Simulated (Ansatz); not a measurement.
System: Dy, space group Im-3m (No. 229) (one of a set of cubic test structures, which need not be the stable phase).

Computed with Ansatz 0.2.0 development build: equation of state of a cubic crystal from periodic Kohn-Sham density functional theory without spin, third-order Birch-Murnaghan fit to the free energies; pressure corrected for the finite basis. Level: PBE.

- structure type: bcc
- atoms in cell: 1
- space group number: 229
- lattice centring: body-centred primitive
- k mesh: 38×38×38
- occupation method: Fermi–Dirac
- occupation width: 0.06123 eV
- wave cutoff: 420 eV
- datasets: soft-1 PAW
- density tolerance: 1e−07 eV
- bands: 16
- density cutoff ratio: 4
- search for lower states: default

Describe the result: the energy above the lowest point against volume. The volume takes the values 30.31, 30.95, 31.60, 32.24, 32.89, 33.53, 34.18 Å³/atom.

A third-order Birch–Murnaghan fit gives V0 = 32.23 Å³/atom, B0 = 18.5 GPa and B′ = 3.1. The energy above the lowest point is 7.175 meV/atom at volume 30.31 Å³/atom and 6.258 meV/atom at 34.18 Å³/atom; the lowest computed point is at volume 32.24 Å³/atom (0.000 meV/atom), in a single well.

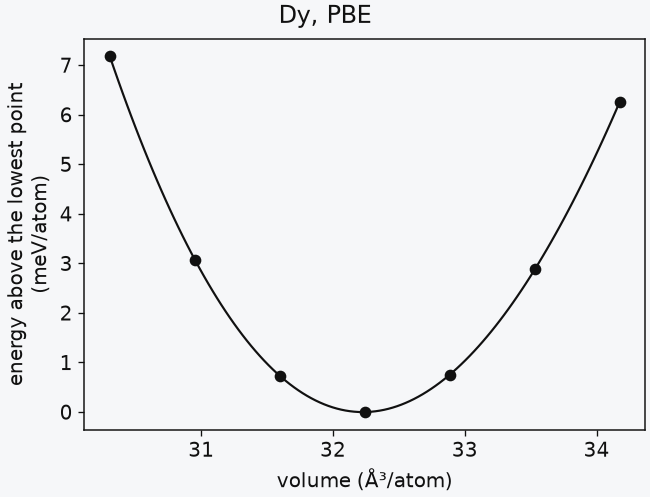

Keep in mind: cubic model structure, not the ambient form; open f shell treated without spin.
